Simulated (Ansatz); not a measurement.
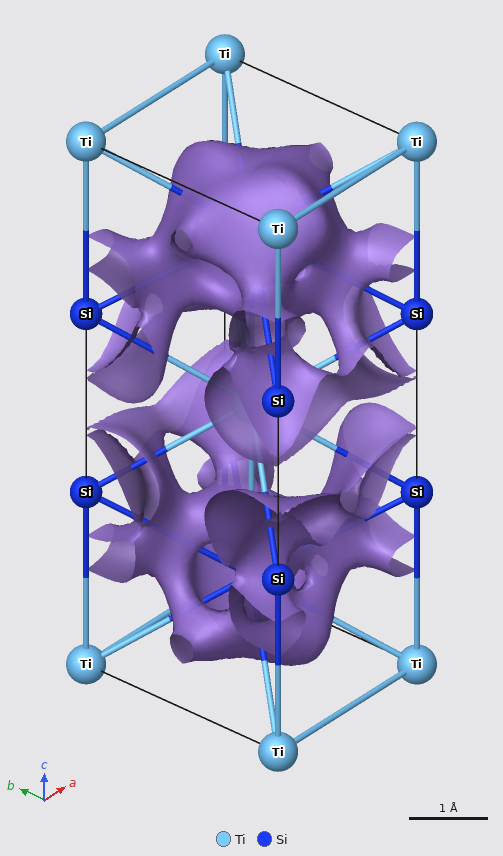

Figure 1: TiSi$_{2}$. Isosurface of the ELF at 0.6 (purple), seen at an oblique angle. Only the valence region is drawn (cores and ρ < 0.01 e/Å³ removed). Sticks mark near contacts.

Space group Immm; a structure from a database of computed crystals, not necessarily the ambient phase; computed pressure about 30 GPa in this cell.

Computed with Kohn-Sham DFT of a periodic cell, PBEsol, Ansatz PAW in Ansatz 0.2.0.

In a PAW calculation such maps are meaningful between the atoms, not at the nuclei.

```yaml
crystal:
  lattice:
    - [2.75881, 0.00000, 0.00000]
    - [0.00000, 3.24813, 0.00000]
    - [0.00000, 0.00000, 7.96954]
  atoms:
    - { symbol: Ti, position: [0.00000, 0.00000, 0.00000] }
    - { symbol: Ti, position: [0.50000, 0.50000, 0.50000] }
    - { symbol: Si, position: [0.00000, 0.00000, 0.67044] }
    - { symbol: Si, position: [0.50000, 0.50000, 0.17044] }
    - { symbol: Si, position: [0.00000, 0.00000, 0.32956] }
    - { symbol: Si, position: [0.50000, 0.50000, 0.82956] }
```

Question: What do the ELF domains correspond to?

Answer: The surface consists of sheets that run through the cell in two directions, counted in one cell of 6 atoms. Regions shared between cells count once. Profiles from the grid: Si–Si (2.48 Å): the ELF peaks at about 0.65 between the atoms. Ti–Si (2.53 Å): the ELF peaks at about 0.70 in the valence shell of Si, 0.9 Å from its nucleus, and is about 0.35 at the midpoint.

Question: Does the calculation make it a metal, or give it a gap?

Answer: It is metallic or semimetallic at this level of theory: no gap opens.
